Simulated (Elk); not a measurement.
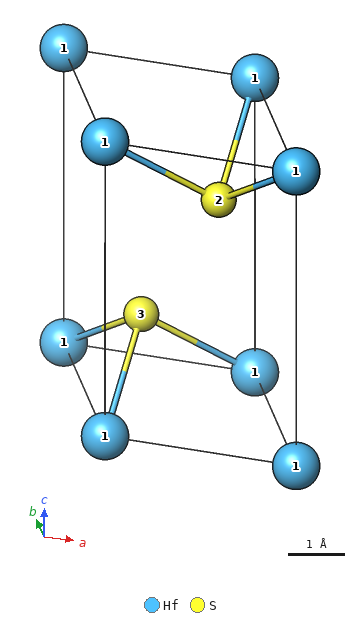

Fig. 1: The input geometry (ball-and-stick view of the cell of the calculation, seen at an oblique angle; atoms are numbered from 1 in the order of the input).

## Single-point calculation, with input and output: HfS2 (part 1 of 2)

HfS2 (P-3m1, 3 atoms in the cell), computed with DFT, TB-mBJ exchange potential with LDA correlation, all-electron APW+lo, Dirac cores, scalar-relativistic bands, no spin polarisation (Elk 11.2.3 (patched build)).

The structure derives from a Materials Project entry. The run did not end well. It belongs to a series of runs on one base structure; here: TB-mBJ exchange potential.

Input file (elk.in)
```
tasks
  0
  21
  10

xctype
  100 208 12

rgkmax
  8.0

gmaxvr
  16.0

lmaxapw
  10

lmaxo
  7

lmaxi
  3

nrmtscf
  2.0

nempty
  8

epspot
  0.6

epsengy
  1e-07

maxscl
  80

hmaxvr
  6.0

lradstp
  4

swidth
  0.001

mixtype
  1

beta0
  0.15

tforce
  .false.

sppath
  './'

avec
  6.87796848579 0.00000000000 0.00000000000
  -3.43898424289 5.95649543513 0.00000000000
  0.00000000000 0.00000000000 11.44335459886

atoms
  2
  'Hf.in'
  1
  0.000000000000 0.000000000000 0.000000000000   0.000 0.000 0.000
  'S.in'
  2
  0.666666666667 0.333333333333 0.763952050000   0.000 0.000 0.000
  0.333333333333 0.666666666667 0.236047950000   0.000 0.000 0.000

ngridk
  9 9 5

wplot
  120 100 1
  -0.55 0.3

plot1d
  9 30
  0.0000000000 0.0000000000 0.0000000000
  0.5000000000 0.0000000000 0.0000000000
  0.3333333333 0.3333333333 0.0000000000
  0.0000000000 0.0000000000 0.0000000000
  0.0000000000 0.0000000000 0.5000000000
  0.5000000000 0.0000000000 0.5000000000
  0.3333333333 0.3333333333 0.5000000000
  0.0000000000 0.0000000000 0.5000000000
  0.5000000000 0.0000000000 0.5000000000
```

Launched with:
```bash
OMP_NUM_THREADS=1 elk
```

Standard output
```
┌─────────────────────────────────┐
│ Elk code version 11.2.3 started │
└─────────────────────────────────┘

┌──────────────────┐
│ Current task : 0 │
└──────────────────┘

Warning(linengy): could not find 1 linearisation energies in s.c. loop 1

Warning(linengy): could not find 2 linearisation energies in s.c. loop 3

Warning(linengy): could not find 2 linearisation energies in s.c. loop 5

Warning(occupy): minimum eigenvalue less than minimum linearisation energy :   -18.75870918      -4.452900000
 for s.c. loop 5

Warning(linengy): could not find 1 linearisation energies in s.c. loop 6

Warning(occupy): minimum eigenvalue less than minimum linearisation energy :   -15.60237409      -4.452900000
 for s.c. loop 6

Warning(linengy): could not find 1 linearisation energies in s.c. loop 7

Warning(occupy): minimum eigenvalue less than minimum linearisation energy :   -12.13898877      -4.452900000
 for s.c. loop 7

Warning(linengy): could not find 3 linearisation energies in s.c. loop 8

Warning(occupy): minimum eigenvalue less than minimum linearisation energy :   -237.6000344      -4.452900000
 for s.c. loop 8

Warning(linengy): could not find 2 linearisation energies in s.c. loop 9

Warning(occupy): minimum eigenvalue less than minimum linearisation energy :   -361.3892059      -4.452900000
 for s.c. loop 9

Warning(linengy): could not find 4 linearisation energies in s.c. loop 10

Warning(occupy): minimum eigenvalue less than minimum linearisation energy :   -4579.217206      -4.452900000
 for s.c. loop 10

Warning(rhonorm): total charge density incorrect for s.c. loop 10
 Calculated :    103.5942373
 Required   :    104.0000000

Warning(linengy): could not find 4 linearisation energies in s.c. loop 11

Warning(occupy): minimum eigenvalue less than minimum linearisation energy :   -937.5824251      -4.452900000
 for s.c. loop 11

Warning(linengy): could not find 4 linearisation energies in s.c. loop 12

Warning(occupy): minimum eigenvalue less than minimum linearisation energy :   -1235.663349      -4.452900000
 for s.c. loop 12

Warning(rhonorm): total charge density incorrect for s.c. loop 12
 Calculated :    103.8817415
 Required   :    104.0000000

Warning(linengy): could not find 4 linearisation energies in s.c. loop 13

Warning(occupy): minimum eigenvalue less than minimum linearisation energy :   -1216.021836      -4.452900000
 for s.c. loop 13

Warning(occupy): could not find Fermi energy

Warning(rhonorm): total charge density incorrect for s.c. loop 13
 Calculated :    103.8318591
 Required   :    104.0000000

Warning(linengy): could not find 4 linearisation energies in s.c. loop 14

Warning(occupy): minimum eigenvalue less than minimum linearisation energy :   -902.5171812      -4.452900000
 for s.c. loop 14

Warning(occupy): could not find Fermi energy

Warning(linengy): could not find 4 linearisation energies in s.c. loop 15

Warning(occupy): minimum eigenvalue less than minimum linearisation energy :   -435.7685805      -4.452900000
 for s.c. loop 15

Warning(occupy): could not find Fermi energy

Warning(linengy): could not find 4 linearisation energies in s.c. loop 16

Warning(occupy): minimum eigenvalue less than minimum linearisation energy :   -319.5126349      -4.452900000
 for s.c. loop 16

Warning(occupy): could not find Fermi energy

Warning(linengy): could not find 4 linearisation energies in s.c. loop 17

Warning(occupy): could not find Fermi energy

Warning(linengy): could not find 4 linearisation energies in s.c. loop 18

Warning(rhonorm): total charge density incorrect for s.c. loop 18
 Calculated :    103.8311999
 Required   :    104.0000000

Warning(linengy): could not find 2 linearisation energies in s.c. loop 19

Warning(linengy): could not find 2 linearisation energies in s.c. loop 20

Warning(linengy): could not find 2 linearisation energies in s.c. loop 21

Warning(occupy): minimum eigenvalue less than minimum linearisation energy :   -8.830461381      -4.452900000
 for s.c. loop 21

Warning(linengy): could not find 2 linearisation energies in s.c. loop 22

Warning(linengy): could not find 4 linearisation energies in s.c. loop 23

Warning(linengy): could not find 1 linearisation energies in s.c. loop 24

Warning(linengy): could not find 4 linearisation energies in s.c. loop 26

Warning(occupy): minimum eigenvalue less than minimum linearisation energy :   -25.61351618      -4.452900000
 for s.c. loop 26

Warning(linengy): could not find 4 linearisation energies in s.c. loop 27

Warning(occupy): minimum eigenvalue less than minimum linearisation energy :   -5.576667334      -4.452900000
 for s.c. loop 27

Warning(linengy): could not find 4 linearisation energies in s.c. loop 28

Warning(linengy): could not find 4 linearisation energies in s.c. loop 29

Warning(occupy): could not find Fermi energy

Warning(linengy): could not find 4 linearisation energies in s.c. loop 30

Warning(occupy): minimum eigenvalue less than minimum linearisation energy :   -203.8138637      -4.452900000
 for s.c. loop 30

Warning(occupy): could not find Fermi energy

Warning(linengy): could not find 4 linearisation energies in s.c. loop 31

Warning(occupy): minimum eigenvalue less than minimum linearisation energy :   -215.2051526      -4.452900000
 for s.c. loop 31

Warning(linengy): could not find 4 linearisation energies in s.c. loop 32

Warning(occupy): minimum eigenvalue less than minimum linearisation energy :   -568.2102041      -4.452900000
 for s.c. loop 32

Warning(linengy): could not find 4 linearisation energies in s.c. loop 33

Warning(occupy): minimum eigenvalue less than minimum linearisation energy :   -156.0765882      -4.452900000
 for s.c. loop 33

Warning(linengy): could not find 3 linearisation energies in s.c. loop 34

Warning(linengy): could not find 4 linearisation energies in s.c. loop 35

Warning(linengy): could not find 2 linearisation energies in s.c. loop 36

Warning(linengy): could not find 4 linearisation energies in s.c. loop 37

Warning(occupy): minimum eigenvalue less than minimum linearisation energy :   -597.7754962      -4.452900000
 for s.c. loop 37

Warning(occupy): could not find Fermi energy

Warning(linengy): could not find 4 linearisation energies in s.c. loop 38

Warning(occupy): minimum eigenvalue less than minimum linearisation energy :   -105.9794155      -4.452900000
 for s.c. loop 38

Warning(occupy): could not find Fermi energy

Warning(linengy): could not find 4 linearisation energies in s.c. loop 39

Warning(linengy): could not find 4 linearisation energies in s.c. loop 40

Warning(rhonorm): total charge density incorrect for s.c. loop 40
 Calculated :    103.8462832
 Required   :    104.0000000

Warning(linengy): could not find 1 linearisation energies in s.c. loop 41

Warning(linengy): could not find 1 linearisation energies in s.c. loop 42

Warning(linengy): could not find 1 linearisation energies in s.c. loop 43

Warning(occupy): minimum eigenvalue less than minimum linearisation energy :   -665.8331649      -4.452900000
 for s.c. loop 43

Warning(linengy): could not find 3 linearisation energies in s.c. loop 44

Warning(occupy): minimum eigenvalue less than minimum linearisation energy :   -1373.928189      -4.452900000
 for s.c. loop 44

Warning(linengy): could not find 2 linearisation energies in s.c. loop 45

Warning(occupy): minimum eigenvalue less than minimum linearisation energy :   -180.1309753      -4.452900000
 for s.c. loop 45

Warning(linengy): could not find 3 linearisation energies in s.c. loop 46

Warning(occupy): minimum eigenvalue less than minimum linearisation energy :   -140.0058640      -4.452900000
 for s.c. loop 46

Warning(linengy): could not find 1 linearisation energies in s.c. loop 47

Warning(occupy): minimum eigenvalue less than minimum linearisation energy :   -74.85359955      -4.452900000
 for s.c. loop 47

Warning(linengy): could not find 1 linearisation energies in s.c. loop 48

Warning(occupy): minimum eigenvalue less than minimum linearisation energy :   -2869.556043      -4.452900000
 for s.c. loop 48

Warning(linengy): could not find 1 linearisation energies in s.c. loop 49

Warning(occupy): minimum eigenvalue less than minimum linearisation energy :   -3147.941404      -4.452900000
 for s.c. loop 49

Warning(linengy): could not find 1 linearisation energies in s.c. loop 50

Warning(occupy): minimum eigenvalue less than minimum linearisation energy :   -1485.054316      -4.452900000
 for s.c. loop 50

Warning(linengy): could not find 3 linearisation energies in s.c. loop 51

Warning(linengy): could not find 4 linearisation energies in s.c. loop 52

Warning(linengy): could not find 3 linearisation energies in s.c. loop 53

Warning(occupy): minimum eigenvalue less than minimum linearisation energy :   -60.36593642      -4.452900000
 for s.c. loop 53

Warning(occupy): minimum eigenvalue less than minimum linearisation energy :   -485.8281987      -4.452900000
 for s.c. loop 54

Warning(occupy): minimum eigenvalue less than minimum linearisation energy :   -412.0105891      -4.452900000
 for s.c. loop 55

Warning(linengy): could not find 1 linearisation energies in s.c. loop 56

Warning(occupy): minimum eigenvalue less than minimum linearisation energy :   -180.8650645      -4.452900000
 for s.c. loop 56

Warning(linengy): could not find 1 linearisation energies in s.c. loop 57

Warning(gndstate): failed to reach self-consistency after 80 loops

Warning(gndstate): core states of species 2 leak from the muffin-tin :   0.3682305092E-03

┌───────────────────┐
│ Current task : 21 │
└───────────────────┘

Info(bandstr):
 Band structure plot written to BAND_Sss_Aaaaa.OUT
 for all species and atoms

 Columns in the file are :
  distance, eigenvalue, total atomic character, l character (l = 0...3)

 Fermi energy is at zero in plot

 Vertex location lines written to BANDLINES.OUT

┌───────────────────┐
│ Current task : 10 │
└───────────────────┘

Info(writedos):
 Total density of states written to TDOS.OUT

 Partial density of states written to PDOS_Sss_Aaaaa.OUT
 for all species and atoms

 Spin-quantisation axis :    0.000000000       0.000000000       1.000000000

 Eigenvalues of a random matrix symmetrised with the site
 symmetries in the Yₗₘ basis written to ELMIREP.OUT for all
 species and atoms. Degenerate eigenvalues correspond to
 irreducible representations of each site symmetry group

 Interstitial density of states written to IDOS.OUT

 Fermi energy is at zero in plots

 DOS units are states/Hartree/unit cell

┌──────────────────┐
│ Elk code stopped │
└──────────────────┘
```

INFO.OUT (set-up, first and last loops)
```
┌─────────────────────────┐
│ Elk code version 11.2.3 │
└─────────────────────────┘

All units are atomic (Hartree, Bohr, etc.)

┌─────────────────────────────────────────────────┐
│ Ground-state run starting from atomic densities │
└─────────────────────────────────────────────────┘

Lattice vectors :
   6.877968486       0.000000000       0.000000000
  -3.438984243       5.956495435       0.000000000
   0.000000000       0.000000000       11.44335460

Reciprocal lattice vectors :
  0.9135234219      0.5274229936      -0.000000000
   0.000000000       1.054845987       0.000000000
   0.000000000      -0.000000000      0.5490684793

Unit cell volume      :    468.8180786
Brillouin zone volume :   0.5290969456

Muffin-tin inner radius fraction :   0.1000000000E-01

Nuclei treated as point charges

Species : 1 (Hf)
 parameters loaded from : Hf.in
 name : hafnium
 nuclear charge    :   -72.00000000
 electronic charge :    72.00000000
 atomic mass :    325367.3659
 muffin-tin radius :    2.470000000
 number of radial points in muffin-tin :   1397
 inner part over the whole radius :   0.9685020285E-02
 number on inner part of muffin-tin    :   1013
 approximate nuclear radius :   0.1000320365E-03
 number of mesh points to nuclear radius :    559
 atomic positions (lattice), magnetic fields (Cartesian) :
  1 :   0.00000000  0.00000000  0.00000000    0.00000000  0.00000000  0.00000000

Species : 2 (S)
 parameters loaded from : S.in
 name : sulphur
 nuclear charge    :   -16.00000000
 electronic charge :    16.00000000
 atomic mass :    58450.91931
 muffin-tin radius :    1.940000000
 number of radial points in muffin-tin :    797
 inner part over the whole radius :   0.9815210066E-02
 number on inner part of muffin-tin    :    565
 approximate nuclear radius :   0.6195814986E-04
 number of mesh points to nuclear radius :    278
 atomic positions (lattice), magnetic fields (Cartesian) :
  1 :  -0.33333333  0.33333333 -0.23604795    0.00000000  0.00000000  0.00000000
  2 :   0.33333333 -0.33333333  0.23604795    0.00000000  0.00000000  0.00000000

Total number of atoms per unit cell :    3
Total muffin-tin volume :    124.2897453
 ratio of muffin-tin to unit cell volume :   0.2651129530

Spin treatment :
 spin-unpolarised

Number of Bravais lattice symmetries :   24
Number of crystal symmetries         :   12
Crystal has inversion symmetry
Real symmetric eigensolver will be used

k-point grid :      9     9     5
k-point offset :    0.000000000       0.000000000       0.000000000
k-point set is reduced with full crystal symmetry group
Total number of k-points :       50

Muffin-tin radius times maximum |G+k| :    8.000000000
 using average radius
Maximum |G+k| for APW functions       :    3.779527559
Maximum (1/2)|G+k|²                   :    7.142414285
Maximum |G| for potential and density :    16.00000000
Constant for pseudocharge density :   10
 order of it for each species :   17  17
 order of it for pair densities of each species (exact exchange by exxq0 0: 18) :   17  11
Radial integration step length :    4

G-vector grid sizes :     36    36    60
Number of G-vectors :    32441

Maximum angular momentum used for
 APW functions            :   10
 outer part of muffin-tin :    7
 inner part of muffin-tin :    3

Total nuclear charge    :   -104.0000000
Total core charge       :    66.00000000
Total valence charge    :    38.00000000
Total excess charge     :    0.000000000
Total electronic charge :    104.0000000

Effective Wigner radius, rₛ :    1.024772511

Number of empty states         :     24
Total number of valence states :     44
Total number of core states    :     66

Third-order local-orbitals added for an l without core states : T
Total number of local-orbitals :     64

Using Libxc version 7.0.0
Exchange-correlation functional :    100   208    12
 mgga_x_tb09; lda_c_pw
 gradient requirement :    6
 meta-GGA
 potential-only functional

Smearing type :    3
 Fermi-Dirac
Smearing width :   0.1000000000E-02
Effective electronic temperature (K) :    315.7750248

Mixing type :    1
 Adaptive linear mixing

Kohn-Sham potential initialised from atomic data

┌──────────────────────────────┐
│ Self-consistent loop started │
└──────────────────────────────┘

┌─────────────────┐
│ Loop number : 1 │
└─────────────────┘
```
